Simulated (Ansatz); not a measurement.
# How much does Ir in Au(111), 2x2 scatter?, part 3 of 3

Wanted: the reflection from a plane of defects, Ir in Au(111), 2x2, and the resistivity it implies.

Ansatz 0.2.0; Ansatz plane-wave DFT, PBE, PAW files; ballistic transport by layer matching (Landauer), zero bias; PAW set soft_1 (the session's first sound run).

So far, resistivity per at.% scaled from this dense plane, with the factor 3/4 for isotropic scattering (µΩ cm): step 3 (resistance at ideal sites) 3.51.

## (5) Transmission after relaxation, relaxed yes

The transmission is solved again on the relaxed atoms.

This step: Ansatz plane-wave DFT, PBE, PAW files; ballistic transport by layer matching (Landauer), zero bias; PAW set soft_1 (Ansatz 0.2.0).

File input.yaml:

```yaml
crystal:
  lattice:
    - [5.7675164608, 0.0, 0.0]
    - [-2.8837582304, 4.9948157717, 0.0]
    - [-1.4418791152, 0.8324692953, 25.9003660885]
  atoms:
    - { symbol: Au, position: [0.0075757576, 0.9924242424, 0.0454545455] }
    - { symbol: Au, position: [0.0075757576, 0.4924242424, 0.0454545455] }
    - { symbol: Au, position: [0.5075757576, 0.9924242424, 0.0454545455] }
    - { symbol: Au, position: [0.5075757576, 0.4924242424, 0.0454545455] }
    - { symbol: Au, position: [0.1893939394, 0.3106060606, 0.1363636364] }
    - { symbol: Au, position: [0.1893939394, 0.8106060606, 0.1363636364] }
    - { symbol: Au, position: [0.6893939394, 0.3106060606, 0.1363636364] }
    - { symbol: Au, position: [0.6893939394, 0.8106060606, 0.1363636364] }
    - { symbol: Au, position: [0.3712121212, 0.1287878788, 0.2272727273] }
    - { symbol: Au, position: [0.3712121212, 0.6287878788, 0.2272727273] }
    - { symbol: Au, position: [0.8712121212, 0.1287878788, 0.2272727273] }
    - { symbol: Au, position: [0.8712121212, 0.6287878788, 0.2272727273] }
    - { symbol: Au, position: [0.0537865287, 0.947177251, 0.3184076479] }
    - { symbol: Au, position: [0.0533710133, 0.4466289867, 0.3199903386] }
    - { symbol: Au, position: [0.5525353167, 0.9474646833, 0.3183575497] }
    - { symbol: Au, position: [0.552822749, 0.4462134713, 0.3184076479] }
    - { symbol: Au, position: [0.2366083539, 0.2633916461, 0.4107404069] }
    - { symbol: Au, position: [0.2364513648, 0.7679528021, 0.410744271] }
    - { symbol: Au, position: [0.7320471979, 0.2635486352, 0.410744271] }
    - { symbol: Au, position: [0.7344948132, 0.7655051868, 0.4082763377] }
    - { symbol: Ir, position: [0.4166666667, 0.0833333333, 0.5] }
    - { symbol: Au, position: [0.4166666667, 0.5833333333, 0.5] }
    - { symbol: Au, position: [0.9166666667, 0.0833333333, 0.5] }
    - { symbol: Au, position: [0.9166666667, 0.5833333333, 0.5] }
    - { symbol: Au, position: [0.1012861354, 0.9031180315, 0.589255729] }
    - { symbol: Au, position: [0.0988385201, 0.4011614799, 0.5917236623] }
    - { symbol: Au, position: [0.5967249794, 0.9032750206, 0.5892595931] }
    - { symbol: Au, position: [0.5968819685, 0.3987138646, 0.589255729] }
    - { symbol: Au, position: [0.2807980167, 0.2192019833, 0.6816424503] }
    - { symbol: Au, position: [0.2805105843, 0.7204531954, 0.6815923521] }
    - { symbol: Au, position: [0.7795468046, 0.2194894157, 0.6815923521] }
    - { symbol: Au, position: [0.7799623201, 0.7200376799, 0.6800096614] }
    - { symbol: Au, position: [0.4621212121, 0.0378787879, 0.7727272727] }
    - { symbol: Au, position: [0.4621212121, 0.5378787879, 0.7727272727] }
    - { symbol: Au, position: [0.9621212121, 0.0378787879, 0.7727272727] }
    - { symbol: Au, position: [0.9621212121, 0.5378787879, 0.7727272727] }
    - { symbol: Au, position: [0.1439393939, 0.8560606061, 0.8636363636] }
    - { symbol: Au, position: [0.1439393939, 0.3560606061, 0.8636363636] }
    - { symbol: Au, position: [0.6439393939, 0.8560606061, 0.8636363636] }
    - { symbol: Au, position: [0.6439393939, 0.3560606061, 0.8636363636] }
    - { symbol: Au, position: [0.3257575758, 0.1742424242, 0.9545454545] }
    - { symbol: Au, position: [0.3257575758, 0.6742424242, 0.9545454545] }
    - { symbol: Au, position: [0.8257575758, 0.1742424242, 0.9545454545] }
    - { symbol: Au, position: [0.8257575758, 0.6742424242, 0.9545454545] }
kpoints:
  mp_grid: { grid: [5, 5, 1] }
hamiltonian:
  xc: pbe
  pseudopotentials: { kind: paw, azcp: { folder: soft_1 } }
scf:
  occupations: { method: fermi_dirac, width: 0.1 }
output:
  transmission:
    leads: [[0, 4]]
    kmesh: [10, 10]
    e_range: [-0.05, 0.05]
    de: 0.05
  write_potential: true
  write_density: true
  volumetric_format: npy
```

Command:

```console
$ ansatz run input.yaml --threads 4 --pin off --max-ram 15360MiB --backend cpu --events-out ev --progress --plain --runs-dir out
```

Numbers of over 12 decimals in the logs are rounded to 6 here.

Output:

```text
[...]
Crystal: 44 atoms, lattice volume = 746.130 Å³
Basis set: ecut = 420 eV, 14649 PW (Γ)
Bands: 501, of which v1, the nominal top of the filled ones, is band 417 counted from 1 (416 counted from 0)
Symmetry: 4 space group operations
[...]
k-points: 9 of 25
[...]
SCF iter   1: F=—  HF=-577463.614033 eV  |F-HF|=—  |Δ(HF+E_count)|=         —  Δρ=8.87e-2  dr2=4.37e2  ethr=3.10e-3  ⟨swp⟩=4.1  Hψ=13461  notcnv=0  defer=130
[...]
SCF iter  15: F=-577436.494820 eV  HF=-577436.494820 eV  |F-HF|=2.36e-8  |Δ(HF+E_count)|=   6.18e-8  Δρ=8.21e-7  dr2=2.66e-8  ethr=1.20e-11  ⟨swp⟩=10.0  Hψ=19401  notcnv=0
SCF 1 converged in 15 iterations: F = -577436.494820 eV  dr2 = 2.66e-8
[...]
transmission: 118 of 1178 steps passed
transmission: 238 of 1178 steps passed
[...]
transmission: 1178 of 1178 steps passed
SCF converged after 15 iterations
Free energy (F): -577436.494820 eV
[...]
Internal energy: -577435.919454 eV  (E = F + TS)
E sigma→0 (E₀):  -577436.207137 eV
Entropy (-TS):   -0.575366 eV (-13.077 meV/atom)
Fermi energy:    20.665700 eV
[...]
--- Band table (eV; the first three rows and the last of 9) ---
  k-point 0: bands = [... 413 lower, 20.7529, 20.7601, 21.1329, 21.2139, 21.4568, 21.4728, 21.5266, 21.5270, ... 80 higher]
  k-point 1: bands = [... 413 lower, 20.4334, 20.5271, 20.5708, 20.6496, 20.7116, 20.7668, 20.8688, 20.9545, ... 80 higher]
  k-point 2: bands = [... 413 lower, 20.4650, 20.4680, 20.4814, 20.5557, 20.6808, 20.7317, 20.9931, 21.1196, ... 80 higher]
  k-point 8: bands = [... 413 lower, 20.4418, 20.4482, 20.4835, 20.5511, 20.7255, 20.7590, 20.8751, 20.9004, ... 80 higher]
--- Transmission ---
  basis      : 253 plane waves across, 38 finite elements along
  points     : 31, standing for a mesh of 10 x 10
[...]
channels       : 3.210000e0 a spin
[...]
junction   : crystal 0 to crystal 0, 0.70 to 24.24 Å
    transmission   : 2.615488e0 a spin
[...]
```

Wall time 6.8 min (4 threads of Arm Neoverse V1, shared host); peak memory 6.5 GiB; 26 min of CPU time.

Numbers from this step:

```yaml
free_energy: -577436.4948 eV
energy_at_zero_smearing: -577436.2071 eV
transmission_per_spin_nearest_the_fermi_level: 2.615
open_channels_per_spin_nearest_the_fermi_level: 3.21
step_of_the_lead_s_potential: 7.9 meV
```

Per spin. Transmission, zone mean against energy, zero at the Fermi level:

| energy (eV) | transmission, zone mean |
| --- | --- |
| -0.0500 | 2.55 |
| 0.0000 | 2.62 |
| 0.0500 | 2.68 |

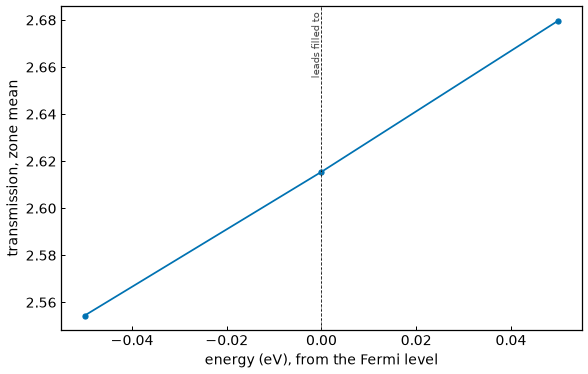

Transmission, zone mean, plotted against energy.

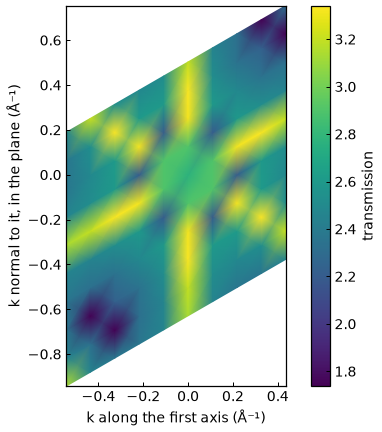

Transmission over k1 and k2. At 0.0000 eV from the Fermi level.

Over the solved energies the transmission per spin lies between 2.55 and 2.68, out of 3.21 channels of the lead on average (up to 3.21).

## (6) Resistance after relaxation

This step: Ansatz plane-wave DFT, PBE, PAW files; ballistic transport by layer matching (Landauer), zero bias; area resistance of the defect plane and resistivity an atomic per cent; PAW set soft_1 (Ansatz 0.2.0).

Numbers from this step:

| Item | Value |
| --- | --- |
| area resistance | 0.2627 fΩ m² |
| T over the leads' mean channel count | 0.8151 |
| resistivity per at.% scaled from this dense plane, with the factor 3/4 for isotropic scattering | 3.347 µΩ cm |

Averaged over the energies near the Fermi level, 81.5 % of the channels pass, which makes 0.263 fΩ m², against 0.276 on ideal sites.

## (7) Summary of results

```json
{
  "share of channels that pass, rigid": "0.809",
  "area resistance, rigid": "0.276 fΩ m²",
  "resistivity per at.% from the area resistance, times 3/4, rigid": "3.51 µΩ cm",
  "share of channels that pass, relaxed": "0.815",
  "area resistance, relaxed": "0.263 fΩ m²",
  "resistivity per at.% from the area resistance, times 3/4, relaxed": "3.35 µΩ cm"
}
```

What this shows: The plane of defects adds 0.26 fΩ m². Scaled to one atomic per cent that is 4.5 µΩ cm as it stands and 3.3 with the factor 3/4 for isotropic scattering on a spherical Fermi surface; with the reflection in place of the resistance taken as linear in the density it would be 2.7. These are rough estimates of the dilute value, not bounds. One Ir in each 2x2 cell reflects 18 % of the lead's channels. The relaxed cell differs by -4.7 % in resistance; between the two runs the lead's own channel count goes from 3.19 to 3.21, so sampling may have a part in it. The defects form a dense periodic sheet that scatters coherently, unlike a dilute random alloy. T and N are means over the solved energies nearest the Fermi level. Spin-orbit coupling is left out, which matters for Au and Ir.

[Logs are printed without paths, hosts, clocks, repeated set-up lines and the standing remarks that a program may print on its own settings, such as how far it seeks lower states.]

[Hosts, paths, dates, database ids (printed as entryN), source tags and the programs' standing remarks are cut or masked in the printed files.]
